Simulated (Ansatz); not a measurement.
## Two runs on CaO

System: CaO (4 atoms in the cell).
Method of run 1: independent-particle optics of PBE bands, plane waves, PAW, no spin polarisation (Ansatz 0.2.0).

The structure was built on a prototype by a generator. The geometry comes from this level: r2SCAN. Text and figures count atoms from 1; the logs count them from 0 in places.

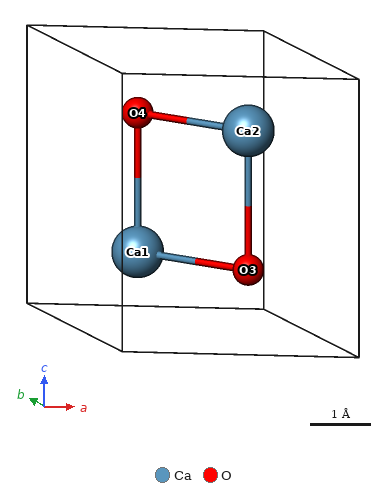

Fig. 1: The structure (ball-and-stick view of the cell of the calculation, seen slightly off an axis; atoms are numbered from 1 in the order of the input). Near neighbours in the crystal (not all of them lie inside the picture): Ca has 5 O at 2.30 to 2.39 Å; O has 5 Ca at 2.30 to 2.39 Å.

Input file, run 1:
```yaml
crystal:
  lattice:
    - [3.9810268818, 0.0, 0.0]
    - [-1.9905134409, 3.4476704128, 0.0]
    - [0.0, 0.0, 4.7701152067]
  atoms:
    - { symbol: Ca, position: [0.3333333333, 0.6666666667, 0.25] }
    - { symbol: Ca, position: [0.6666666667, 0.3333333333, 0.75] }
    - { symbol: O, position: [0.6666666667, 0.3333333333, 0.25] }
    - { symbol: O, position: [0.3333333333, 0.6666666667, 0.75] }
kpoints:
  mp_grid: { grid: [6, 6, 4] }
hamiltonian:
  xc: pbe
scf:
  occupations: { method: fixed }
output:
  optics:
    e_range: [0, 16]
    de: 0.05
    sigma: 0.1
    bands: { spectra_wanted_up_to: 16 }
```

Command:
```bash
ansatz run input.yaml --threads 4 --pin off --max-ram 3686MiB --backend cpu --events-out ev --progress --plain --runs-dir out
```

Hardware: 4 threads of Arm Neoverse N1, 54 GiB of memory available, shared host.

Output, shortened to warnings, some set-up lines, iterations and results (run 1):
```
Basis set: ecut = 420 eV, 1311 PW (Γ)
Symmetry: 24 space group operations
k-points: 21 of 144
Initial density: superposition of atomic densities (neutral atoms: chi_scale 0, normalization atom), corrected by the library's trained network
[...]
SCF iter   1: F=—  HF=-4775.178963 eV  |F-HF|=—  |Δ(HF+E_count)|=         —  Δρ=7.84e-4  dr2=2.10e-4  ethr=1.77e-3  ⟨swp⟩=4.2  Hψ=1850  notcnv=0  defer=30
SCF iter   2: F=—  HF=-4775.179950 eV  |F-HF|=—  |Δ(HF+E_count)|=   9.86e-4  Δρ=1.05e-3  dr2=6.85e-4  ethr=6.56e-7  ⟨swp⟩=2.8  Hψ=1039  notcnv=0  defer=41
SCF iter   3: F=—  HF=-4775.179990 eV  |F-HF|=—  |Δ(HF+E_count)|=   4.08e-5  Δρ=4.01e-4  dr2=5.65e-5  ethr=6.56e-7  ⟨swp⟩=2.0  Hψ=625  notcnv=0  defer=41
SCF iter   4: F=—  HF=-4775.180082 eV  |F-HF|=—  |Δ(HF+E_count)|=   9.11e-5  Δρ=3.05e-4  dr2=4.31e-5  ethr=1.77e-7  ⟨swp⟩=2.1  Hψ=566  notcnv=0  defer=22
SCF iter   5: F=—  HF=-4775.180094 eV  |F-HF|=—  |Δ(HF+E_count)|=   1.26e-5  Δρ=3.35e-5  dr2=7.95e-7  ethr=1.35e-7  ⟨swp⟩=2.0  Hψ=590  notcnv=0  defer=14
SCF iter   6: F=—  HF=-4775.180098 eV  |F-HF|=—  |Δ(HF+E_count)|=   3.55e-6  Δρ=5.36e-6  dr2=1.81e-8  ethr=2.48e-9  ⟨swp⟩=2.4  Hψ=635  notcnv=0  defer=8
SCF iter   7: F=—  HF=-4775.180098 eV  |F-HF|=—  |Δ(HF+E_count)|=   4.62e-8  Δρ=3.06e-6  dr2=6.61e-9  ethr=5.65e-11  ⟨swp⟩=2.5  Hψ=696  notcnv=0  defer=8
SCF iter   8: F=—  HF=-4775.180098 eV  |F-HF|=—  |Δ(HF+E_count)|=   1.14e-9  Δρ=1.15e-6  dr2=1.02e-9  ethr=2.06e-11  ⟨swp⟩=2.0  Hψ=534  notcnv=0  defer=8
SCF iter   9: F=—  HF=-4775.180098 eV  |F-HF|=—  |Δ(HF+E_count)|=  1.28e-10  Δρ=7.03e-7  dr2=3.70e-10  ethr=3.19e-12  ⟨swp⟩=1.0  Hψ=426  notcnv=0  defer=8
SCF iter  10: F=-4775.180098 eV  HF=-4775.180098 eV  |F-HF|=0.00e0  |Δ(HF+E_count)|=  7.91e-11  Δρ=4.67e-8  dr2=1.09e-12  ethr=1.00e-12  ⟨swp⟩=5.2  Hψ=1970  notcnv=0
SCF 1 converged in 10 iterations: F = -4775.180098 eV  dr2 = 1.09e-12
NSCF: frozen V_eff on 21 k-points
Optics k sum: 0 of 21 k-points
Optics k sum: 2 of 21 k-points
Optics k sum: 3 of 21 k-points
Optics k sum: 4 of 21 k-points
Optics k sum: 5 of 21 k-points
Optics k sum: 6 of 21 k-points
Optics k sum: 7 of 21 k-points
Optics k sum: 8 of 21 k-points
Optics k sum: 9 of 21 k-points
Optics k sum: 10 of 21 k-points
Optics k sum: 11 of 21 k-points
Optics k sum: 12 of 21 k-points
Optics k sum: 13 of 21 k-points
Optics k sum: 14 of 21 k-points
Optics k sum: 15 of 21 k-points
Optics k sum: 16 of 21 k-points
Optics k sum: 17 of 21 k-points
Optics k sum: 18 of 21 k-points
Optics k sum: 19 of 21 k-points
Optics k sum: 20 of 21 k-points
Optics k sum: 21 of 21 k-points
Optics k sum: 0 of 21 k-points
Optics k sum: 2 of 21 k-points
Optics k sum: 3 of 21 k-points
Optics k sum: 4 of 21 k-points
Optics k sum: 5 of 21 k-points
Optics k sum: 6 of 21 k-points
Optics k sum: 7 of 21 k-points
Optics k sum: 8 of 21 k-points
Optics k sum: 9 of 21 k-points
Optics k sum: 10 of 21 k-points
Optics k sum: 11 of 21 k-points
Optics k sum: 12 of 21 k-points
Optics k sum: 13 of 21 k-points
Optics k sum: 14 of 21 k-points
Optics k sum: 15 of 21 k-points
Optics k sum: 16 of 21 k-points
Optics k sum: 17 of 21 k-points
Optics k sum: 18 of 21 k-points
Optics k sum: 19 of 21 k-points
Optics k sum: 20 of 21 k-points
Optics k sum: 21 of 21 k-points
[...]
```

The input of run 2 differs as follows (lines with − go, lines with + come):
```diff
-  xc: pbe
+  xc: r2scan
```

How does run 2 compare with run 1?

The total energies belong to different methods, so their difference says nothing on which is more stable or more accurate. The gap on the mesh goes from 3.20 to 3.63 eV. The functional changes from PBE to r2SCAN. The SCF takes 9 iterations against 10. The default cutoff goes from 420 to 500 eV with the change. The plane waves at Γ go from 1311 to 1667. On the same kind of shared host run 2 took about 1.5 times as long.

Output, shortened to warnings, some set-up lines, iterations and results (run 2):
```
Basis set: ecut = 500 eV, 1667 PW (Γ), exchange–correlation on 120×120×144 points (64 copies of the dense FFT grid, shifted against one another)
Symmetry: 24 space group operations
k-points: 21 of 144
Initial density: superposition of atomic densities (neutral atoms: chi_scale 0, normalization atom), corrected by the library's trained network
[...]
SCF iter   1: F=—  HF=-4787.631359 eV  |F-HF|=—  |Δ(HF+E_count)|=         —  Δρ=9.17e-3  dr2=6.72e-2  dr2_τ=1.22e-1  ethr=1.77e-3  ⟨swp⟩=4.3  Hψ=1800  notcnv=0  defer=33
SCF iter   2: F=—  HF=-4787.786156 eV  |F-HF|=—  |Δ(HF+E_count)|=   1.55e-1  Δρ=5.34e-3  dr2=6.97e-3  dr2_τ=3.01e-3  ethr=2.10e-4  ⟨swp⟩=3.3  Hψ=973  notcnv=0  defer=33
SCF iter   3: F=—  HF=-4787.785340 eV  |F-HF|=—  |Δ(HF+E_count)|=   8.16e-4  Δρ=2.05e-3  dr2=1.87e-3  dr2_τ=1.48e-4  ethr=2.18e-5  ⟨swp⟩=2.0  Hψ=595  notcnv=0  defer=41
SCF iter   4: F=—  HF=-4787.785094 eV  |F-HF|=—  |Δ(HF+E_count)|=   2.46e-4  Δρ=4.68e-4  dr2=7.50e-5  dr2_τ=1.44e-5  ethr=5.84e-6  ⟨swp⟩=3.0  Hψ=784  notcnv=0  defer=41
SCF iter   5: F=—  HF=-4787.785118 eV  |F-HF|=—  |Δ(HF+E_count)|=   2.40e-5  Δρ=7.50e-5  dr2=2.87e-6  dr2_τ=3.00e-7  ethr=2.34e-7  ⟨swp⟩=2.3  Hψ=762  notcnv=0  defer=36
SCF iter   6: F=—  HF=-4787.785124 eV  |F-HF|=—  |Δ(HF+E_count)|=   5.86e-6  Δρ=7.57e-6  dr2=4.62e-8  dr2_τ=3.97e-9  ethr=8.97e-9  ⟨swp⟩=3.0  Hψ=859  notcnv=0  defer=10
SCF iter   7: F=—  HF=-4787.785124 eV  |F-HF|=—  |Δ(HF+E_count)|=   1.64e-8  Δρ=1.71e-6  dr2=3.39e-9  dr2_τ=1.43e-10  ethr=1.44e-10  ⟨swp⟩=2.9  Hψ=722  notcnv=0  defer=10
SCF iter   8: F=—  HF=-4787.785124 eV  |F-HF|=—  |Δ(HF+E_count)|=  7.07e-10  Δρ=2.86e-7  dr2=3.31e-11  dr2_τ=3.88e-12  ethr=1.06e-11  ⟨swp⟩=2.0  Hψ=544  notcnv=0  defer=10
SCF iter   9: F=-4787.785124 eV  HF=-4787.785124 eV  |F-HF|=9.09e-13  |Δ(HF+E_count)|=  4.37e-11  Δρ=5.20e-8  dr2=1.51e-12  dr2_τ=2.15e-13  ethr=1.00e-12  ⟨swp⟩=6.0  Hψ=1733  …
SCF 1 converged in 9 iterations: F = -4787.785124 eV  dr2 = 1.51e-12
NSCF: frozen V_eff on 21 k-points
Optics k sum: 0 of 21 k-points
Optics k sum: 2 of 21 k-points
Optics k sum: 3 of 21 k-points
Optics k sum: 4 of 21 k-points
Optics k sum: 5 of 21 k-points
Optics k sum: 6 of 21 k-points
Optics k sum: 7 of 21 k-points
Optics k sum: 8 of 21 k-points
Optics k sum: 9 of 21 k-points
Optics k sum: 10 of 21 k-points
Optics k sum: 11 of 21 k-points
Optics k sum: 12 of 21 k-points
Optics k sum: 13 of 21 k-points
Optics k sum: 14 of 21 k-points
Optics k sum: 15 of 21 k-points
Optics k sum: 16 of 21 k-points
Optics k sum: 17 of 21 k-points
Optics k sum: 18 of 21 k-points
Optics k sum: 19 of 21 k-points
Optics k sum: 20 of 21 k-points
Optics k sum: 21 of 21 k-points
Optics k sum: 0 of 21 k-points
Optics k sum: 2 of 21 k-points
Optics k sum: 3 of 21 k-points
Optics k sum: 4 of 21 k-points
Optics k sum: 5 of 21 k-points
Optics k sum: 6 of 21 k-points
Optics k sum: 7 of 21 k-points
Optics k sum: 8 of 21 k-points
Optics k sum: 9 of 21 k-points
Optics k sum: 10 of 21 k-points
Optics k sum: 11 of 21 k-points
Optics k sum: 12 of 21 k-points
Optics k sum: 13 of 21 k-points
Optics k sum: 14 of 21 k-points
Optics k sum: 15 of 21 k-points
Optics k sum: 16 of 21 k-points
Optics k sum: 17 of 21 k-points
Optics k sum: 18 of 21 k-points
Optics k sum: 19 of 21 k-points
Optics k sum: 20 of 21 k-points
Optics k sum: 21 of 21 k-points
[...]
```

The two runs side by side:

| quantity | run 1 | run 2 |
| --- | --- | --- |
| outcome | converged | converged |
| free energy per atom (eV) | −1193.7950 | −1196.9463 |
| gap on the mesh (eV) | 3.20 | 3.63 |
| SCF iterations | 10 | 9 |
| irreducible k-points | 21 | 21 |
| plane waves at Γ | 1311 | 1667 |
| wall time (shared host) | 25 s | 36 s |
